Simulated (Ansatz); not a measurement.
System: ZnSnN2.

Input

```
crystal:
  lattice:
    - [1.5836871949, 0.9143422282, 5.1498172099]
    - [-1.5836871949, 0.9143422282, 5.1498172099]
    - [0.0, -1.8286844567, 5.1498172098]
  atoms:
    - { symbol: Zn, position: [1.0, 0.0, 0.0] }
    - { symbol: Sn, position: [0.5, 0.5, 0.5] }
    - { symbol: "N", position: [0.2464698245, 0.2464698245, 0.2464698245] }
    - { symbol: "N", position: [0.7535301755, 0.7535301755, 0.7535301755] }
kpoints:
  mp_grid: { grid: [10, 10, 10] }
  band_path:
    path:
      - [[0.0, 0.0, 0.0], [0.5, 0.5, 0.5], [0.812317691021, 0.187682308979, 0.5]]
      - [[0.5, -0.187682308979, 0.187682308979], [0.5, -9.980753443208e-17, -1.204637395129e-16], [0.0, 0.0, 0.0], [0.3438411544895, -0.3438411544895, 5.121415360545e-19]]
      - [[0.6561588455105, -5.020850227149e-17, 0.3438411544895], [0.5, -7.395388543841e-18, 0.5], [0.0, 0.0, 0.0]]
    npoints: 10
hamiltonian:
  xc: pbe
scf:
  occupations: { method: fermi_dirac, width: 0.02 }
  n_extra_bands: 5
output:
  forces: true
  stress: true
  eigenvalues: true
  write_density: true
  write_potential: true
  elf: true
  volumetric_format: npy
```

Command:

```sh
ansatz run input.yaml --threads 2 --pin off --max-ram 2211MiB --backend cpu --events-out ev --progress --plain --runs-dir out
```

Below, planes, directions and counts refer to the conventional cell (a = 3.17 Å, b = 3.17 Å, c = 15.45 Å, α = 90.00°, β = 90.00°, γ = 120.00°).

Space group R-3m; started from the II-IV-N2 ordering on rocksalt lattice prototype, which need not be the ambient phase; computed pressure about 7 GPa in this cell.

All numbers below come from DFT, PBE, plane waves, PAW in Ansatz.

What can the converged valence pseudo-density and electron localisation function tell about the bonding?

Answer. Sn–N (2.21 Å): ρ at the midpoint is about 0.56 e/Å³; the ELF peaks at about 0.80 in the valence shell of N, 0.7 Å from its nucleus, and is about 0.30 at the midpoint.
Zn–N (2.27 Å): ρ at the midpoint is about 0.35 e/Å³; the ELF peaks at about 0.80 in the valence shell of N, 0.7 Å from its nucleus, and drops to about 0.15 between the two atoms (no shared electron pair shows on this line).

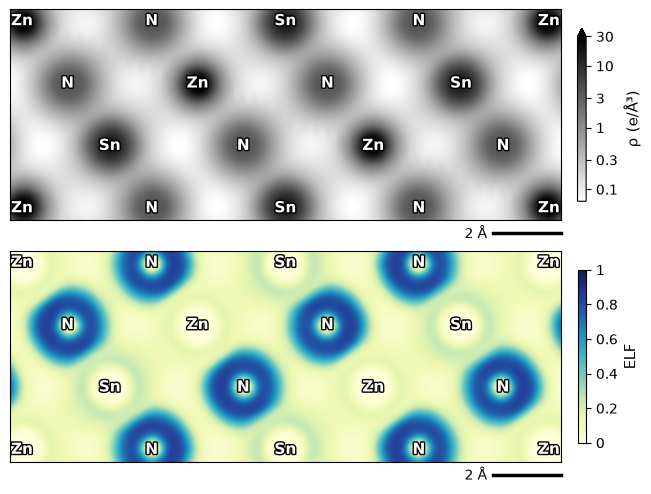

Computed valence pseudo-density and electron localisation function on the (110) plane of the conventional cell, in this order. 

The density is the valence pseudo-density of a PAW calculation; it isn't the true density close to the nuclei.
